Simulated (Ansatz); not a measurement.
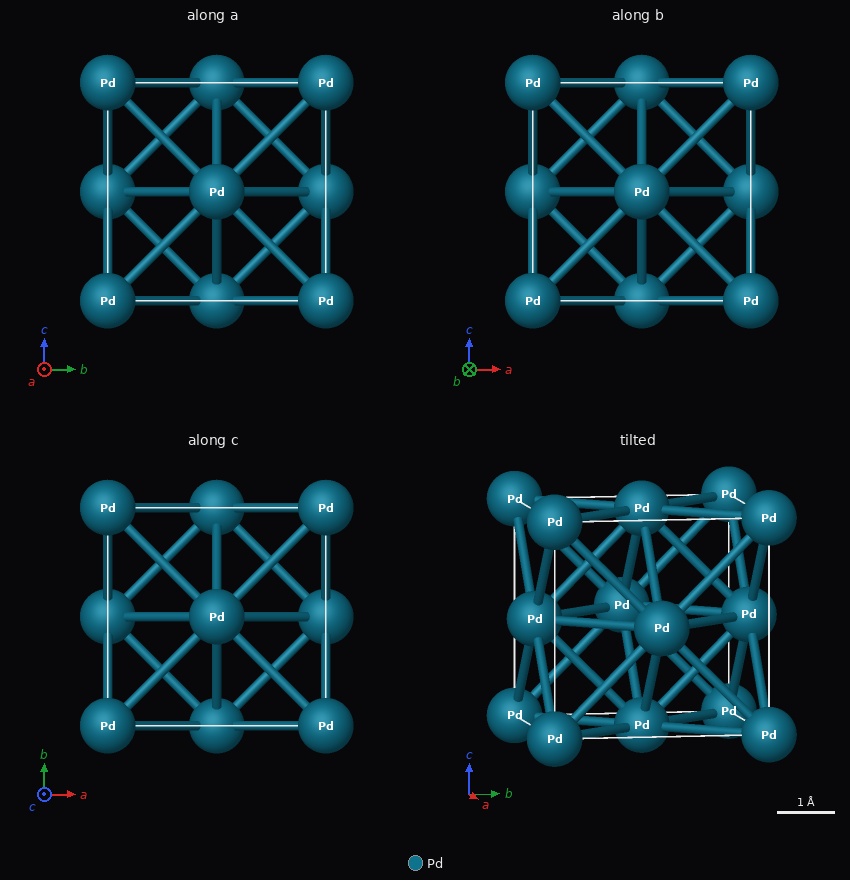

This ball-and-stick model is shown along the a axis, along the b axis, along the c axis and slightly off an axis. Lines trace the edges of the conventional unit cell.

Lattice parameters: a = 3.8746 Å, b = 3.8746 Å, c = 3.8746 Å, α = 90.000°, β = 90.000°, γ = 90.000°.

Express the structure as a CIF in P1 with every atom of the cell.

Answer.
```cif
data_structure
_symmetry_space_group_name_H-M 'P 1'
_symmetry_Int_Tables_number 1
_cell_length_a 3.8746
_cell_length_b 3.8746
_cell_length_c 3.8746
_cell_angle_alpha 90.000
_cell_angle_beta 90.000
_cell_angle_gamma 90.000
_cell_volume 58.17
loop_
_atom_site_label
_atom_site_type_symbol
_atom_site_fract_x
_atom_site_fract_y
_atom_site_fract_z
_atom_site_occupancy
Pd1 Pd 0.0000 0.0000 0.0000 1
Pd2 Pd 0.0000 0.5000 0.5000 1
Pd3 Pd 0.5000 0.0000 0.5000 1
Pd4 Pd 0.5000 0.5000 0.0000 1
```

Its origin is the standard structure of this element. The cell was then strained or its atoms displaced on purpose. It went into a calculation with Ansatz.
